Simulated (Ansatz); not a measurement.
```cif
data_structure
_symmetry_space_group_name_H-M 'P 1'
_symmetry_Int_Tables_number 1
_cell_length_a 3.8417
_cell_length_b 3.8417
_cell_length_c 26.4413
_cell_angle_alpha 90.000
_cell_angle_beta 90.000
_cell_angle_gamma 90.000
_cell_volume 390.24
loop_
_atom_site_label
_atom_site_type_symbol
_atom_site_fract_x
_atom_site_fract_y
_atom_site_fract_z
_atom_site_occupancy
Si1 Si 0.00000 0.50000 0.32147 1
Si2 Si 0.00000 0.00000 0.37284 1
Si3 Si 0.50000 0.00000 0.42420 1
Si4 Si 0.49562 0.49967 0.47529 1
Si5 Si 0.99645 0.50603 0.52640 1
Si6 Si 0.01389 0.00802 0.57696 1
O1 O 0.69209 0.06866 0.62004 1
O2 O 0.40243 0.85207 0.59689 1
```

The program warned that a starting moment wasn't kept; spin-polarised, but the moments vanished.

Level of theory: Ansatz, DFT PBEsol, scalar-relativistic, plane waves, PAW.

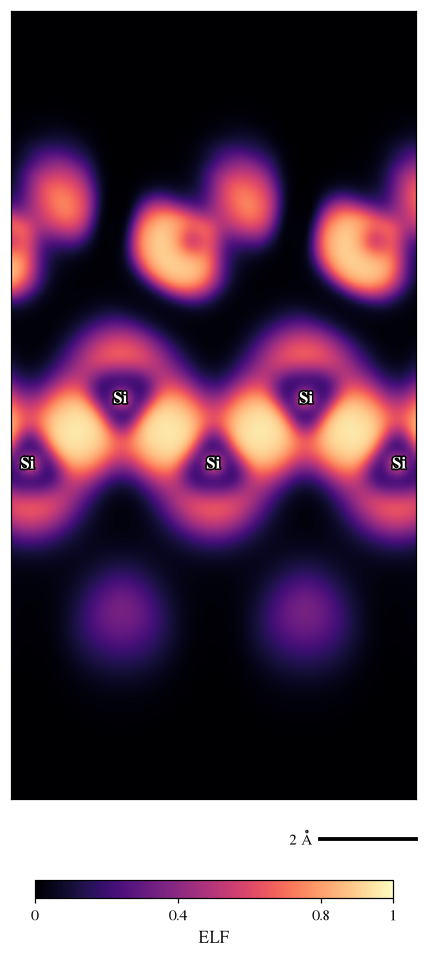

Si₃O (slab). Electron localisation function on the (100) plane of the calculation cell, a cut from vacuum to vacuum.

In a PAW calculation such maps are meaningful between the atoms, not at the nuclei.

Question: What do the fields say about this system?

Answer:
- Atoms in the plane: Si.
- Atoms just off the plane (O, 0.4 Å away) can leave unmarked features too.
- Si–Si (2.35 Å): the ELF peaks at about 0.95 between the atoms.
- The ELF also peaks beside O, away from the bonds: lone-pair regions.
